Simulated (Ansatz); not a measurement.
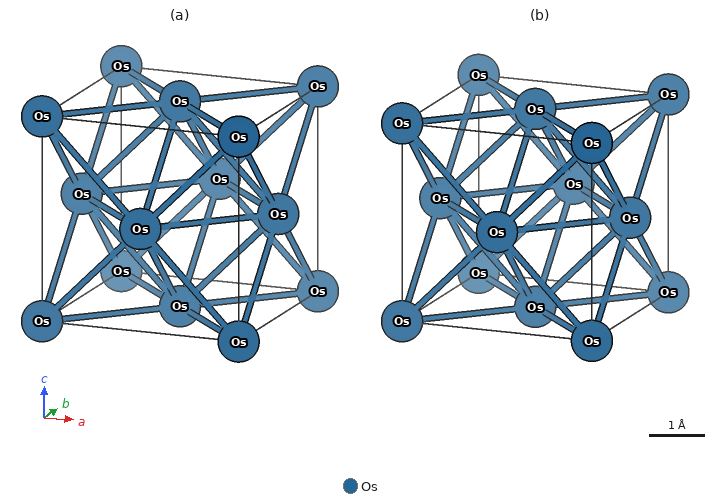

Left: a symmetric starting cell of Os. Right: the same structure after one change, at the same scale. A ball-and-stick model of the conventional cell (4 times the calculation's cell), seen slightly off an axis. Lengths and directions refer to the drawn axes.

The calculation used DFT PBE, scalar-relativistic, plane waves, PAW in Ansatz. Set-up: plane-wave cutoff 420 eV; k-point mesh 18 × 18 × 18; occupations gaussian; smearing width 0.1 eV; no spin polarisation.

Q: What was changed?

A: All lengths are scaled by −3.4 % (volume −9.9 %), the atoms keeping their fractional coordinates. No relaxation follows. The starting cell wasn't computed here and needn't be at equilibrium, so pressure and forces aren't due to the change alone.

Q: What does the change do?

A: Some distances before and after: Os–Os 2.751 → 2.656 Å. The space group stays Fm-3m (No. 225). The pressure is 36.7 GPa (not all of it need come from the change, since the unchanged cell can be under pressure at this level too). All forces vanish by symmetry.
